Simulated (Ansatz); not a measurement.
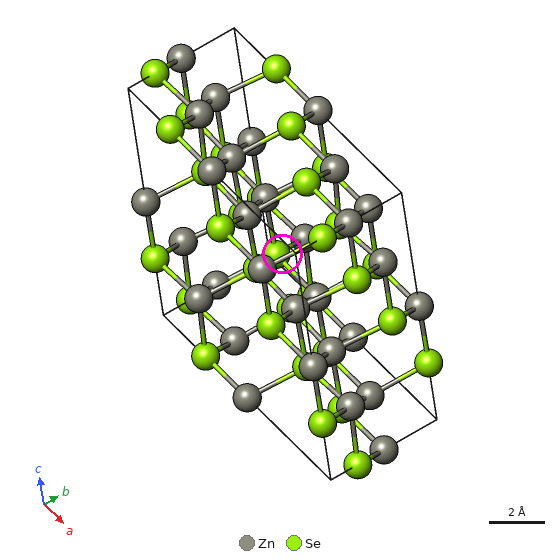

Ball-and-stick drawing of the structure, looking slightly off an axis. The lines enclose the supercell; boundary atoms appear with their images. The host is ZnSe, in a cell of 32 sites, and the cell carries a charge of -2. A ring marks the defect's site.

Spot the defect.

A zinc vacancy. Around the empty site lie four Se at about 2.4 Å.

Method: DFT PBE, scalar-relativistic, plane waves, PAW (Ansatz 0.2.0); 420 eV cutoff, a 2×2×2 grid in reciprocal space, Gaussian smearing of 0.02 eV, collinear spins.

Does the cell have a net magnetic moment?

No net moment.

The atoms were relaxed in the host's cell with DFT PBE, scalar-relativistic, plane waves, PAW in Ansatz 0.2.0.
